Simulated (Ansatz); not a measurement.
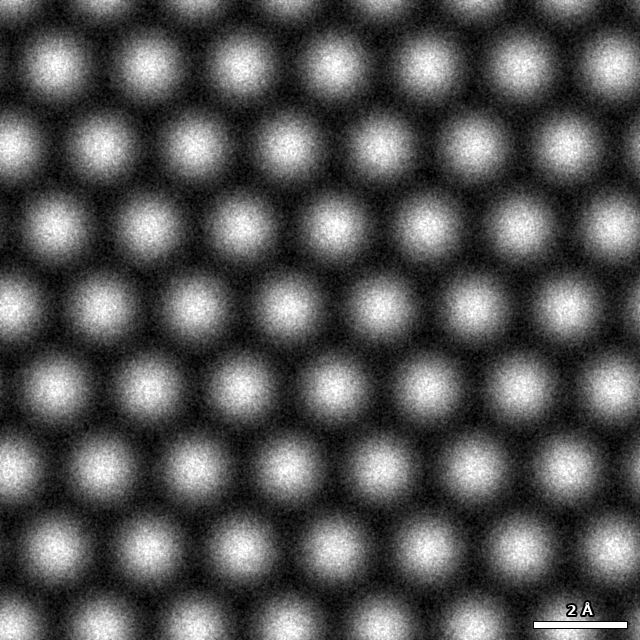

An image along [111] of one of the structures below (computed or model cells, partly hypothetical, each in its standard cell). The image is simulated as a sum over atoms of Z^1.6, blurred by a 0.99 Å probe (no channelling). The display is stretched by a gamma of 0.8; percentages refer to the linear signal. Shot noise was added.

A. Ru
Space group Fm-3m (No. 225). a = 3.811 Å, b = 3.811 Å, c = 3.811 Å, α = 90.00°, β = 90.00°, γ = 90.00°
```csv
atom,site,symmetry,x,y,z
Ru,4a,m-3m,0.0000,0.0000,0.0000
```

B. Rh
Space group P6/mmm (No. 191). a = 4.358 Å, b = 4.358 Å, c = 2.675 Å, α = 90.00°, β = 90.00°, γ = 120.00°
```tsv
atom	site	symmetry	x	y	z
Rh	1a	6/mmm	0.0000	0.0000	0.0000
Rh	2d	-6m2	0.3333	0.6667	0.5000
```

C. Ru
Space group Pm-3m (No. 221). a = 2.490 Å, b = 2.490 Å, c = 2.490 Å, α = 90.00°, β = 90.00°, γ = 90.00°
```csv
atom,site,symmetry,x,y,z
Ru,1a,m-3m,0.0000,0.0000,0.0000
```

D. Ru
Space group P6_3/mmc (No. 194). a = 2.754 Å, b = 2.754 Å, c = 8.830 Å, α = 90.00°, β = 90.00°, γ = 120.00°
| atom | site | symmetry | x | y | z |
| --- | --- | --- | --- | --- | --- |
| Ru | 2a | -3m. | 0.0000 | 0.0000 | 0.0000 |
| Ru | 2c | -6m2 | 0.3333 | 0.6667 | 0.2500 |

Q: Which of them gives this image?

C, Ru. Along [111] the projected cells are A 1.56 × 1.56 Å, 120°; B 2.28 × 3.94 Å, 107°; C 2.03 × 2.03 Å, 120°; D 2.63 × 2.72 Å, 119°. The image repeats as C does.

Structure C: the geometry given to an electronic-structure calculation, possibly off equilibrium; the starting structure was generated, so it need not be a known form of this composition.
